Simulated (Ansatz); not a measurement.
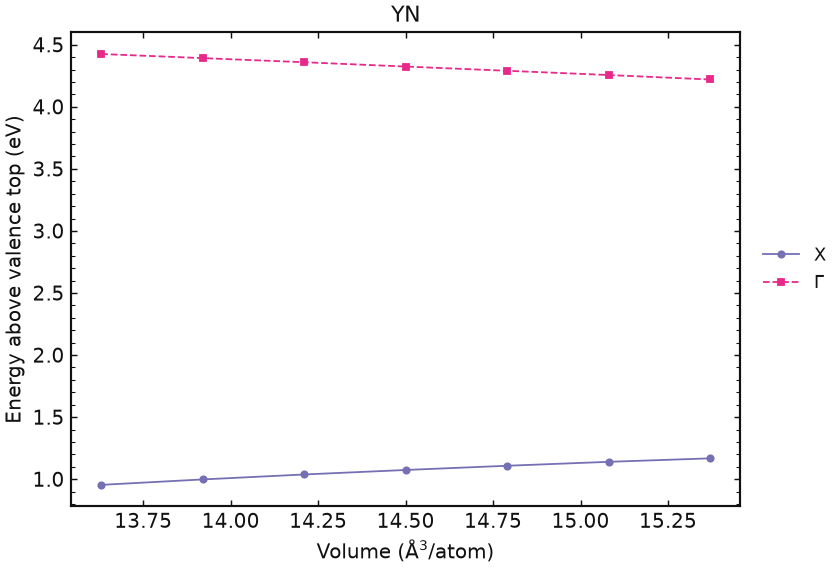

Lowest conduction level at each named k point, counted from the valence-band top at Γ.

System: rocksalt YN, space group Fm-3m, 2 atoms in the primitive cell. The cell is scaled uniformly. Ansatz; HSE06, Ansatz PAW, no spin polarisation, no spin-orbit coupling, 6×6×6 k mesh, 420 eV cutoff, Fermi-Dirac smearing of 0.05 eV.

How does each level move from 13.63 Å³/atom to 15.37 Å³/atom?

Answer. X rises by 0.22 eV and Γ falls by 0.21 eV.

Which of these conduction levels is lowest, and does that change?

Answer. The lowest is the one at X, over the whole range, so among these points the gap stays indirect.

What are the deformation potentials dE/d ln V?

Answer. Straight lines against ln V have slopes of +1.8 eV at X and −1.7 eV at Γ.

The values:
| volume | X (eV) | Γ (eV) |
| --- | --- | --- |
| 13.63 Å³/atom | 0.95 | 4.43 |
| 13.92 Å³/atom | 1.00 | 4.39 |
| 14.21 Å³/atom | 1.04 | 4.36 |
| 14.50 Å³/atom | 1.07 | 4.32 |
| 14.79 Å³/atom | 1.11 | 4.29 |
| 15.08 Å³/atom | 1.14 | 4.26 |
| 15.37 Å³/atom | 1.17 | 4.22 |

The k mesh is thin for exact exchange. The PAW data sets were made with another functional.
